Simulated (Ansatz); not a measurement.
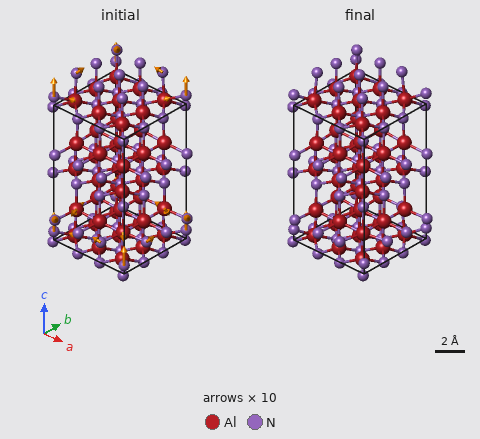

The structure of a defect cell of composition Al$_{36}$N$_{37}$ (cell charge −2) (coarse preliminary run) before (left) and after (right) a relaxation, at one scale. The orange arrows give the displacements, magnified 10 times.

Style: ball-and-stick. Shown: the cell of the calculation, slightly off an axis.

Case: N interstitial, charge -2, atoms relaxed at the host's cell.

These are results of DFT PBE, scalar-relativistic, plane waves, PAW (Ansatz), not measurements. (plane-wave cutoff 420 eV; k-point mesh 1 × 1 × 1; occupations gaussian; smearing width 0.01 eV; collinear spin; atoms relaxed in a fixed cell; force threshold 0.025 eV/Å; at most 45 steps)

Describe what moved and what it gained.

The atom that moves furthest is an N atom (0.15 Å along +c). Largest moves by element: N 0.15 Å, Al 0.07 Å. The cell doesn't change. Among the contacts that change: Al–N 1.942 → 1.989 Å, Al–N 1.840 → 1.796 Å, Al–N 1.918 → 1.952 Å, Al–N 1.908 → 1.930 Å. Bond angles that change, for instance: N–Al–N 118.3° → 125.7°, Al–N–Al 101.7° → 96.9°, Al–N–Al 110.0° → 105.7°. The energy falls by 0.437 eV per cell of the calculation in 5 accepted moves (6 points after the start). Largest force component: 1.5 eV/Å at the start, 0.0027 eV/Å at the end. 1 step only repeated the SCF at the same geometry. The run took 67 s on 4 threads of Arm Neoverse V2, on a shared host, peak memory 1.2 GiB.

Limits of the set-up: the cell is charged, on a uniform background, and energies carry no finite-size correction.
